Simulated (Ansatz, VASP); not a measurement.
# Cross-check of GaP between VASP and Ansatz

Wanted: the spread between two codes on one cell, functional and k mesh.

Program: Ansatz 0.2.0. Level of theory: plane waves, with VASP 6.6.1 beside it; G0W0 gap at PBE. Results are calculated unless marked as measured.

## 1. The structure

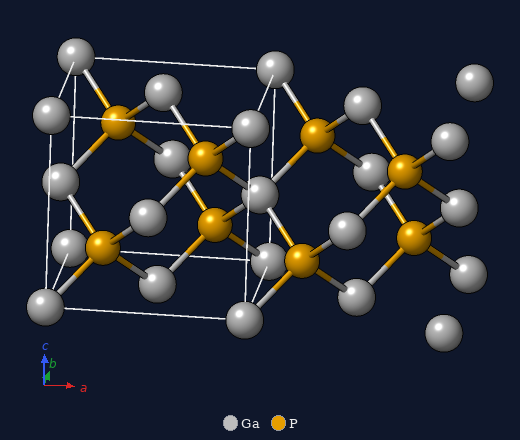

The starting structure, seen slightly off an axis (gallium light grey, phosphorus orange). 2×1×1 cells are drawn. This picture shows the conventional cell, with its axes. Bonds to atoms that aren't drawn are left out. Some periodic images of atoms are drawn too.

As a file:

```cif
data_structure
_symmetry_space_group_name_H-M 'F-43m'
_symmetry_Int_Tables_number 216
_cell_length_a 5.5574
_cell_length_b 5.5574
_cell_length_c 5.5574
_cell_angle_alpha 90.000
_cell_angle_beta 90.000
_cell_angle_gamma 90.000
_cell_volume 171.64
loop_
_atom_site_label
_atom_site_type_symbol
_atom_site_symmetry_multiplicity
_atom_site_Wyckoff_symbol
_atom_site_fract_x
_atom_site_fract_y
_atom_site_fract_z
_atom_site_occupancy
Ga1 Ga 4 a 0.00000 0.00000 0.00000 1
P1 P 4 c 0.25000 0.25000 0.25000 1
```

## 2. VASP: G0W0 gap, PBE

Quasiparticle shifts depend on high empty states and on the cores, so they are the hardest test of two PAW sets.

Lines of VASP's logs that name or quote its potential files are left out, and so is its time.

INCAR

```
SYSTEM = GaP
PREC = Accurate
ENCUT = 430
ISMEAR = 0
SIGMA = 0.01
LREAL = .FALSE.
GGA = PE
NBANDS = 176
ALGO = EVGW0
NELMGW = 1
ENCUTGW = 150
NOMEGA = 48
PRECFOCK = Fast
NBANDSGW = 24
LWAVE = .FALSE.
LCHARG = .FALSE.
```

POSCAR

```
GaP
1.0
    0.0000000000      2.7786998443      2.7786998443
    2.7786998443      0.0000000000      2.7786998443
    2.7786998443      2.7786998443      0.0000000000
Ga P
1 1
Direct
    0.0000000000      0.0000000000      0.0000000000
    0.7500000000      0.7500000000      0.7500000000
```

KPOINTS

```
Automatic mesh
0
Gamma
6 6 6
0 0 0
```

Potentials, in the order of the species: Ga_d_GW and P_GW (PBE family, release 64).

Command:

```sh
$ mpirun -np 8 vasp_std
```

Numbers of over 12 decimals in the logs are rounded to 6 here.

The log of the run:

```text
[banner, memory and clock lines left out]
running    8 mpi-ranks, on    1 nodes
 distrk:  each k-point on    8 cores,    1 groups
 distr:  one band on    1 cores,    8 groups

 POSCAR found type information on POSCAR GaP
 POSCAR found :  2 types and       2 ions
|                                                                             |
|           W    W    AA    RRRRR   N    N  II  N    N   GGGG   !!!           |
|           W    W   A  A   R    R  NN   N  II  NN   N  G    G  !!!           |
|           W    W  A    A  R    R  N N  N  II  N N  N  G       !!!           |
|           W WW W  AAAAAA  RRRRR   N  N N  II  N  N N  G  GGG   !            |
|           WW  WW  A    A  R   R   N   NN  II  N   NN  G    G                |
|           W    W  A    A  R    R  N    N  II  N    N   GGGG   !!!           |
|                                                                             |
|     For optimal performance we recommend to set                             |
|       NCORE = 2 up to number-of-cores-per-socket                            |
|     NCORE specifies how many cores store one orbital (NPAR=cpu/NCORE).      |
|     This setting can greatly improve the performance of VASP for DFT.       |
|     The default, NCORE=1 might be grossly inefficient on modern             |
|     multi-core architectures or massively parallel machines. Do your        |
|     Unfortunately you need to use the default for GW and RPA                |
|     calculations (for HF NCORE is supported but not extensively tested      |
|     yet).                                                                   |
|                                                                             |

|                                                                             |
|           W    W    AA    RRRRR   N    N  II  N    N   GGGG   !!!           |
|           W    W   A  A   R    R  NN   N  II  NN   N  G    G  !!!           |
|           W    W  A    A  R    R  N N  N  II  N N  N  G       !!!           |
|           W WW W  AAAAAA  RRRRR   N  N N  II  N  N N  G  GGG   !            |
|           WW  WW  A    A  R   R   N   NN  II  N   NN  G    G                |
|           W    W  A    A  R    R  N    N  II  N    N   GGGG   !!!           |
|                                                                             |
|     The default for ENCUTGWSOFT is different in this version of VASP.       |
|     please manually set ENCUTGWSOFT =150 in the INCAR file.                 |
|                                                                             |

 LDA part: xc-table for (Slater+PW92), standard interpolation
 found WAVECAR, reading the header
 POSCAR, INCAR and KPOINTS ok, starting setup
 FFT: planning ... GRIDC
 FFT: planning ... GRID_SOFT
 FFT: planning ... GRID
 reading WAVECAR
 the WAVECAR file was read successfully
 initial charge from wavefunction
 available memory per node:     66.76 GB, setting MAXMEM to     68360

 The Fermi energy was updated, please check that it is located mid-gap
 values below the HOMO (VB) or above the LUMO (CB) will cause erroneous energies
 E-fermi :   4.4783

 calculate exact exchange contribution
 the WAVEDER file was read successfully
energies w=
    0.000    0.000    0.577    0.000    1.151    0.000    1.721    0.000
    2.285    0.000    2.840    0.000    3.386    0.000    3.923    0.000
    4.449    0.000    4.966    0.000    5.474    0.000    5.973    0.000
    6.465    0.000    6.951    0.000    7.433    0.000    7.912    0.000
    8.391    0.000    8.870    0.000    9.353    0.000    9.841    0.000
   10.336    0.000   10.843    0.000   11.362    0.000   11.899    0.000
   12.456    0.000   13.038    0.000   13.649    0.000   14.296    0.000
   14.986    0.000   15.726    0.000   16.526    0.000   17.399    0.000
   18.360    0.000   19.427    0.000   20.625    0.000   21.985    0.000
   23.548    0.000   25.369    0.000   27.526    0.000   30.127    0.000
   33.330    0.000   37.378    0.000   42.656    0.000   49.823    0.000
   60.102    0.000   76.043    0.000  104.002    0.000  165.485    0.000
 responsefunction array rank=     192
 LDA part: xc-table for (Slater+PW92), standard interpolation

 min. memory requirement per mpi rank    265.3 MB, per node   2122.3 MB

 allocating   6 responsefunctions rank=   192
 shmem allocating  48 responsefunctions rank=   192
 response function shared by NCSHMEM nodes    1
 Doing            6  frequencies on each core in blocks of           48
NQ=   1    0.0000    0.0000    0.0000,
|.........|.........|.........|.........|.........|.........|.........|.........
 performed        784000 updates of chi_q(r,r)
 total number of BLAS operations        179.24 Gflops
NQ=   2    0.1667    0.0000    0.0000,
|.........|.........|.........|.........|.........|.........|.........|.........
 performed       2142000 updates of chi_q(r,r)
 total number of BLAS operations        500.86 Gflops
NQ=   3    0.3333    0.0000    0.0000,
|.........|.........|.........|.........|.........|.........|.........|.........
 performed       3500000 updates of chi_q(r,r)
 total number of BLAS operations        864.93 Gflops
NQ=   4    0.5000    0.0000    0.0000,
|.........|.........|.........|.........|.........|.........|.........|.........
 performed       4656000 updates of chi_q(r,r)
 total number of BLAS operations       1164.61 Gflops
NQ=   5    0.1667    0.1667    0.0000,
|.........|.........|.........|.........|.........|.........|.........|.........
 performed       6014000 updates of chi_q(r,r)
 total number of BLAS operations       1489.99 Gflops
NQ=   6    0.3333    0.1667    0.0000,
|.........|.........|.........|.........|.........|.........|.........|.........
 performed       8099000 updates of chi_q(r,r)
 total number of BLAS operations       2018.59 Gflops
NQ=   7    0.5000    0.1667    0.0000,
|.........|.........|.........|.........|.........|.........|.........|.........
 performed      10184000 updates of chi_q(r,r)
 total number of BLAS operations       2547.20 Gflops
NQ=   8   -0.3333    0.1667    0.0000,
|.........|.........|.........|.........|.........|.........|.........|.........
 performed      12269000 updates of chi_q(r,r)
 total number of BLAS operations       3081.76 Gflops
NQ=   9   -0.1667    0.1667    0.0000,
|.........|.........|.........|.........|.........|.........|.........|.........
 performed      14084000 updates of chi_q(r,r)
 total number of BLAS operations       3511.34 Gflops
NQ=  10    0.3333    0.3333    0.0000,
|.........|.........|.........|.........|.........|.........|.........|.........
 performed      15442000 updates of chi_q(r,r)
 total number of BLAS operations       3840.49 Gflops
NQ=  11    0.5000    0.3333    0.0000,
|.........|.........|.........|.........|.........|.........|.........|.........
 performed      17527000 updates of chi_q(r,r)
 total number of BLAS operations       4405.33 Gflops
NQ=  12   -0.3333    0.3333    0.0000,
|.........|.........|.........|.........|.........|.........|.........|.........
 performed      19342000 updates of chi_q(r,r)
 total number of BLAS operations       4907.70 Gflops
NQ=  13    0.5000    0.5000    0.0000,
|.........|.........|.........|.........|.........|.........|.........|.........
 performed      20379000 updates of chi_q(r,r)
 total number of BLAS operations       5207.44 Gflops
NQ=  14    0.5000    0.3333    0.1667,
|.........|.........|.........|.........|.........|.........|.........|.........
 performed      22717000 updates of chi_q(r,r)
 total number of BLAS operations       5800.29 Gflops
NQ=  15   -0.3333    0.3333    0.1667,
|.........|.........|.........|.........|.........|.........|.........|.........
 performed      24920000 updates of chi_q(r,r)
 total number of BLAS operations       6371.49 Gflops
NQ=  16   -0.3333    0.5000    0.1667,
|.........|.........|.........|.........|.........|.........|.........|.........
 performed      26743000 updates of chi_q(r,r)
 total number of BLAS operations       6887.11 Gflops
 resolving degeneracies of screened two electron integrals

 calculate QP shifts <psi_nk| G(iteration)W_0 |psi_nk>: iteration 1
 entering main loop
```

From OUTCAR (step 2):

```text
ion  position               nearest neighbor table
   1  0.000  0.000  0.000-   2 2.41   2 2.41   2 2.41   2 2.41
   2  0.750  0.750  0.750-   1 2.41   1 2.41   1 2.41   1 2.41

  LATTYP: Found a face centered cubic cell.
 ALAT       =     5.5573996886

 Subroutine GETGRP returns: Found 24 space group operations
 (whereof 24 operations were pure point group operations)

The static configuration has the point symmetry T_d .

 Found     16 irreducible k-points:

   k-points           NKPTS =     16   k-points in BZ     NKDIM =    216   number of bands    NBANDS=    176

   dimension x,y,z NGX =    28 NGY =   28 NGZ =   28
   dimension x,y,z NGXF=    56 NGYF=   56 NGZF=   56

   ENCUT  =  430.0 eV  31.60 Ry    5.62 a.u.   6.64  6.64  6.64*2*pi/ulx,y,z

   NELECT =      18.0000    total number of electrons

  energy-cutoff  :      430.00
  volume of cell :       42.91
      direct lattice vectors                 reciprocal lattice vectors
     0.000000000  2.778699844  2.778699844    -0.179940270  0.179940270  0.179940270
     2.778699844  0.000000000  2.778699844     0.179940270 -0.179940270  0.179940270
     2.778699844  2.778699844  0.000000000     0.179940270  0.179940270 -0.179940270

 k-points in reciprocal lattice and weights: Automatic mesh
   0.00000000  0.00000000  0.00000000       0.005
   0.16666667  0.00000000  0.00000000       0.037
   0.33333333  0.00000000  0.00000000       0.037
   0.50000000  0.00000000  0.00000000       0.019
   0.16666667  0.16666667  0.00000000       0.028
   0.33333333  0.16666667  0.00000000       0.111
   0.50000000  0.16666667  0.00000000       0.111
  -0.33333333  0.16666667  0.00000000       0.111
  -0.16666667  0.16666667  0.00000000       0.056
[...]
-0.33333333  0.33333333  0.16666667       0.111
  -0.33333333  0.50000000  0.16666667       0.056

 E-fermi :   4.4783

 QP shifts <psi_nk| G(iteration)W_0 |psi_nk>: iteration 1
 for sc-GW calculations column KS-energies equals QP-energies in previous step
 and V_xc(KS)=  KS-energies - (<T + V_ion + V_H > + <T+V_H+V_ion>^1  + <V_x>^1)
 k-point   1 :       0.0000    0.0000    0.0000
  band No.  KS-energies  QP-energies   sigma(KS)   V_xc(KS)     V^pw_x(r,r')   Z            occupation Imag(sigma)
    ...
      6      -8.2655      -8.7034     -11.9764     -11.2767     -18.4802       0.6257       2.0000       0.9656
      7       3.8058       3.2423     -13.1590     -12.4120     -14.1116       0.7543       2.0000       0.0392
      8       3.8058       3.2423     -13.1590     -12.4120     -14.1116       0.7543       2.0000       0.0392
      9       3.8058       3.2423     -13.1590     -12.4120     -14.1116       0.7543       2.0000       0.0392
     10       5.1507       5.4436     -11.2015     -11.5839      -7.3778       0.7659       0.0000      -0.0641
     11       7.6951       7.8497     -10.0974     -10.3015      -5.7593       0.7573       0.0000      -0.0821
     12       7.6951       7.8497     -10.0974     -10.3015      -5.7593       0.7573       0.0000      -0.0821
     13       7.6951       7.8497     -10.0974     -10.3015      -5.7593       0.7573       0.0000      -0.0821
    ...

 k-point   2 :       0.1667    0.0000    0.0000
  band No.  KS-energies  QP-energies   sigma(KS)   V_xc(KS)     V^pw_x(r,r')   Z            occupation Imag(sigma)
    ...
      6      -7.9365      -8.4022     -12.1636     -11.4327     -18.5561       0.6372       2.0000       0.9362
      7       1.4534       0.9037     -12.4881     -11.7412     -14.0942       0.7360       2.0000       0.0636
      8       3.4665       2.8900     -12.9542     -12.1886     -13.9910       0.7530       2.0000       0.0412
      9       3.4665       2.8900     -12.9542     -12.1886     -13.9910       0.7530       2.0000       0.0412
     10       5.9492       6.1859     -10.8068     -11.1170      -6.8733       0.7633       0.0000      -0.0684
     11       8.2071       8.3713     -10.2523     -10.4705      -5.7519       0.7525       0.0000      -0.0915
     12       8.2071       8.3713     -10.2523     -10.4705      -5.7519       0.7525       0.0000      -0.0915
     13       8.6325       8.7603     -10.5769     -10.7477      -6.0102       0.7479       0.0000      -0.1017
    ...

 k-point   3 :       0.3333    0.0000    0.0000
  band No.  KS-energies  QP-energies   sigma(KS)   V_xc(KS)     V^pw_x(r,r')   Z            occupation Imag(sigma)
    ...
      6      -7.0665      -7.5746     -12.6077     -11.8339     -18.7033       0.6566       2.0000       0.8493
      7      -1.2000      -1.7934     -11.9758     -11.1336     -14.9401       0.7045       2.0000       0.1856
      8       2.9681       2.3651     -12.7724     -11.9675     -13.9985       0.7490       2.0000       0.0460
      9       2.9681       2.3651     -12.7724     -11.9675     -13.9985       0.7490       2.0000       0.0460
     10       5.5149       5.7139     -10.4476     -10.7067      -6.6232       0.7682       0.0000      -0.0693
     11       8.5936       8.7431     -10.0481     -10.2473      -5.4389       0.7506       0.0000      -0.1029
     12       8.5936       8.7431     -10.0481     -10.2473      -5.4389       0.7506       0.0000      -0.1029
     13      11.1005      11.1771     -10.3424     -10.4472      -4.8519       0.7312       0.0000      -0.2199
    ...

 k-point   4 :       0.5000    0.0000    0.0000
  band No.  KS-energies  QP-energies   sigma(KS)   V_xc(KS)     V^pw_x(r,r')   Z            occupation Imag(sigma)
    ...
      6      -6.3852      -6.9092     -13.0546     -12.2699     -18.9442       0.6678       2.0000       0.7737
      7      -2.5114      -3.1099     -11.4930     -10.6331     -15.0465       0.6961       2.0000       0.3017
      8       2.7696       2.1565     -12.7230     -11.9016     -14.0313       0.7464       2.0000       0.0482
      9       2.7696       2.1565     -12.7230     -11.9016     -14.0313       0.7464       2.0000       0.0482
     10       5.2978       5.4860     -10.4313     -10.6760      -6.6738       0.7692       0.0000      -0.0688
     11       8.5238       8.6558      -9.8634     -10.0386      -5.3030       0.7536       0.0000      -0.1028
     12       8.5238       8.6558      -9.8634     -10.0386      -5.3030       0.7536       0.0000      -0.1028
     13      11.9615      11.8026      -8.6429      -8.4285      -3.1357       0.7408       0.0000      -0.2602
    ...

[... 4 further parts left out ...]
```

[end of part 1 of 2]

[Lines on the potential files, build, host, timing and source positions are cut from VASP's logs without a mark.]

[Logs are printed without paths, hosts, clocks, repeated set-up lines and the standing remarks that a program may print on its own settings, such as how far it seeks lower states.]

[Hosts, paths, dates, database ids (printed as entryN), source tags and the programs' standing remarks are cut or masked in the printed files.]
